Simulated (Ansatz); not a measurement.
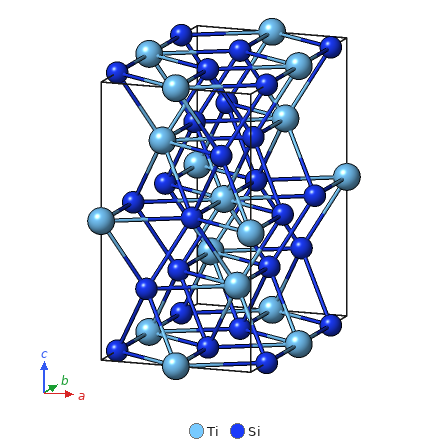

System: TiSi₂, space group Fddd (No. 70). The picture shows the conventional cell.

Starting cell:
```yaml
crystal:
  lattice:
    - [0.00000, 4.11800, 4.26150]
    - [2.38650, 0.00000, 4.26150]
    - [2.38650, 4.11800, 0.00000]
  atoms:
    - { symbol: Ti, position: [0.75000, 0.75000, 0.75000] }
    - { symbol: Ti, position: [0.50000, 0.50000, 0.50000] }
    - { symbol: Si, position: [0.08300, 0.41700, 0.08300] }
    - { symbol: Si, position: [0.41700, 0.08300, 0.41700] }
    - { symbol: Si, position: [0.16700, 0.83300, 0.16700] }
    - { symbol: Si, position: [0.83300, 0.16700, 0.83300] }
```

Input of one of the runs behind the figure:
```
crystal:
  lattice:
    - [0.0, 4.1316811636, 4.2756579113]
    - [2.3944286297, 0.0, 4.2756579113]
    - [2.3944286297, 4.1316811636, 0.0]
  atoms:
    - { symbol: Ti, position: [0.75, 0.75, 0.75] }
    - { symbol: Ti, position: [0.5, 0.5, 0.5] }
    - { symbol: Si, position: [0.083, 0.417, 0.083] }
    - { symbol: Si, position: [0.417, 0.083, 0.417] }
    - { symbol: Si, position: [0.167, 0.833, 0.167] }
    - { symbol: Si, position: [0.833, 0.167, 0.833] }
kpoints:
  mp_grid: { grid: [8, 8, 8] }
scf:
  occupations: { method: fermi_dirac, width: 0.08 }
hamiltonian:
  xc: pbe
  pseudopotentials: { kind: all_electron, datasets: crystal }
output:
  forces: true
  stress: true
  eigenvalues: true
  efg: { contact_densities: true }
```

Command:
```bash
ansatz run input.yaml --threads 2 --pin off --max-ram 6144MiB --backend cpu --events-out ev --progress --plain --runs-dir out
```

Method: periodic Kohn-Sham DFT of a crystal at fixed atoms, scaled to the stated factor times the given cell; pressure positive in compression (Ansatz 0.2.0). Level: PBE.

```csv
setting,value
method,all-electron PAW
relativity,scalar
k mesh,8×8×8
occupations,Fermi–Dirac
smearing width,0.08 eV
nucleus,Gaussian
```

V(given) is 13.96 Å³/atom.

What does the calculation give for the pressure and largest field gradient Vzz against V/V(given)? The V/V(given) takes the values 0.94, 0.98, 1.01, 1.04.

The pressure falls from 13.1 GPa at V/V(given) 0.94 to −3.2 GPa at 1.04, and changes sign near 1.02. The largest field gradient Vzz rises from −3.433 1e21 V/m² at V/V(given) 0.94 to −3.389 1e21 V/m² at 1.04.

```tsv
V/V(given)	pressure (GPa)	largest field gradient Vzz (1e21 V/m²)
0.94	13.1	-3.433
0.98	5.5	-3.415
1.01	0.8	-3.401
1.04	-3.2	-3.389
```

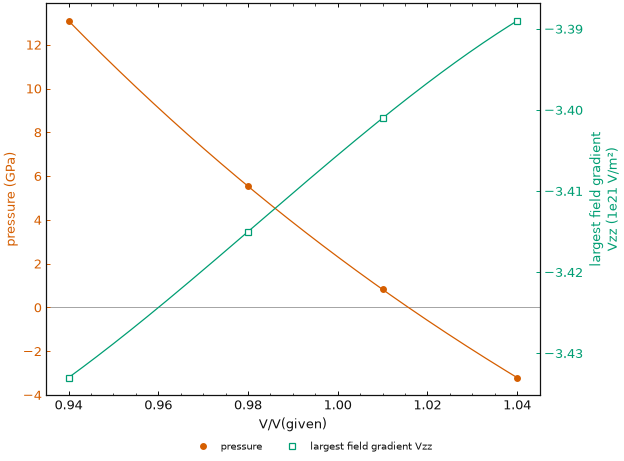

Note: no gap: field gradients move with the k mesh; shape and atomic fractions are frozen while scaling, which makes layered, chain and framework solids too stiff.
